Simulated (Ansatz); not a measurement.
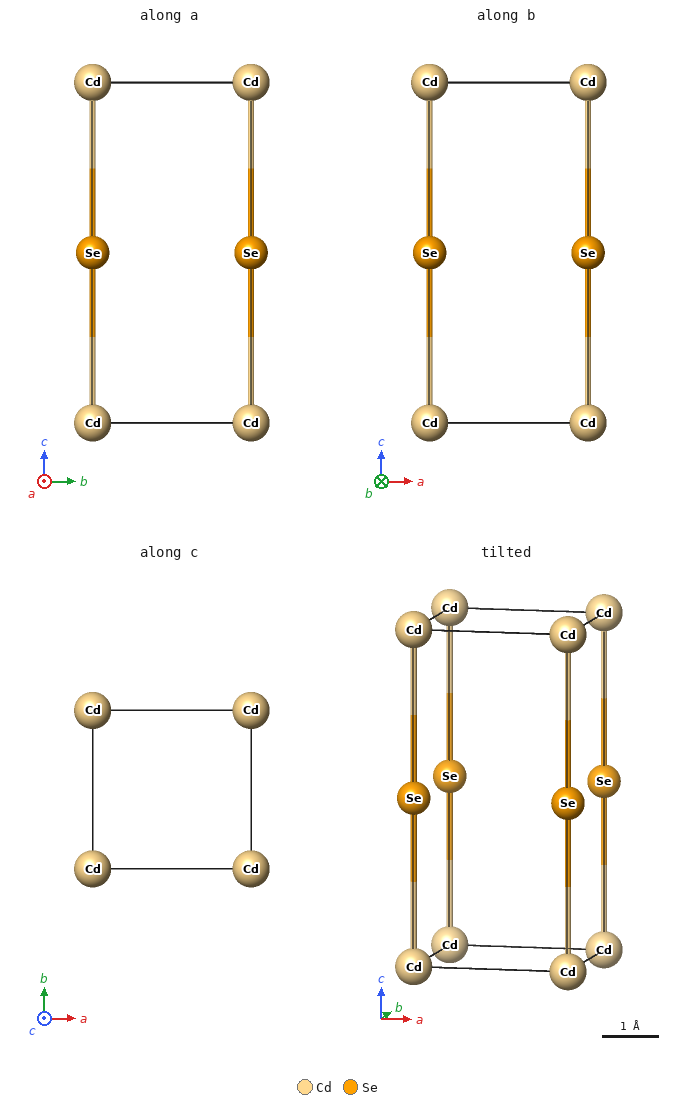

The image is a ball-and-stick drawing of a crystal, viewed along the a axis, along the b axis, along the c axis and slightly off an axis. Atoms at the boundary of the conventional unit cell (the box) are drawn once for each face, edge or corner they touch.

Lattice parameters: a = 2.8305 Å, b = 2.8305 Å, c = 6.0840 Å, α = 90.000°, β = 90.000°, γ = 90.000°.

Express the structure as a CIF with its space group and independent sites.

```cif
data_structure
_symmetry_space_group_name_H-M 'P 4/m m m'
_symmetry_Int_Tables_number 123
_cell_length_a 2.8305
_cell_length_b 2.8305
_cell_length_c 6.0840
_cell_angle_alpha 90.000
_cell_angle_beta 90.000
_cell_angle_gamma 90.000
_cell_volume 48.74
loop_
_atom_site_label
_atom_site_type_symbol
_atom_site_symmetry_multiplicity
_atom_site_Wyckoff_symbol
_atom_site_fract_x
_atom_site_fract_y
_atom_site_fract_z
_atom_site_occupancy
Cd1 Cd 1 a 0.0000 0.0000 0.0000 1
Se1 Se 1 b 0.0000 0.0000 0.5000 1
```

The cell started as a random cell made by a generator, so it need not be a real form of the compound. The final geometry of a relaxation with Ansatz, DFT PBE, scalar-relativistic, plane waves, PAW is shown.
